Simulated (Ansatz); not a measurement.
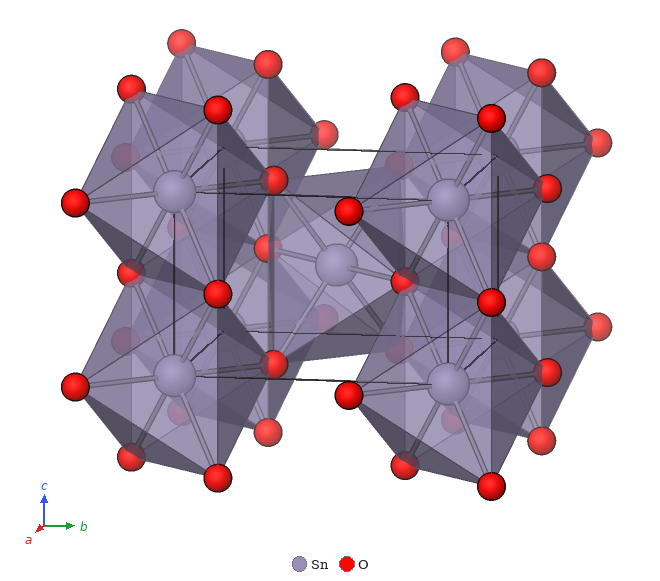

The image is a polyhedral drawing of a crystal, viewed slightly off an axis. Lines trace the edges of the conventional unit cell. Some atoms of the next cells are drawn as well.

SnO$_{2}$, space group P4_2/mnm (No. 136), a = 4.83 Å, b = 4.83 Å, c = 3.24 Å, α = 90.00°, β = 90.00°, γ = 90.00°.

Run with DFT PBE, scalar-relativistic, plane waves, PAW (Ansatz) and these settings: wavefunction cutoff 420 eV, k-points about 0.22 Å⁻¹ apart, no spin polarisation.

Metal or not?

Answer. A semiconductor at this level, with a gap of 0.68 eV on the k-mesh (the true edges may lie between mesh points, so the gap can be somewhat smaller).

The cell started as a structure listed in the Materials Project. The picture shows the end point of a geometry optimisation with Ansatz, DFT PBE, scalar-relativistic, plane waves, PAW.
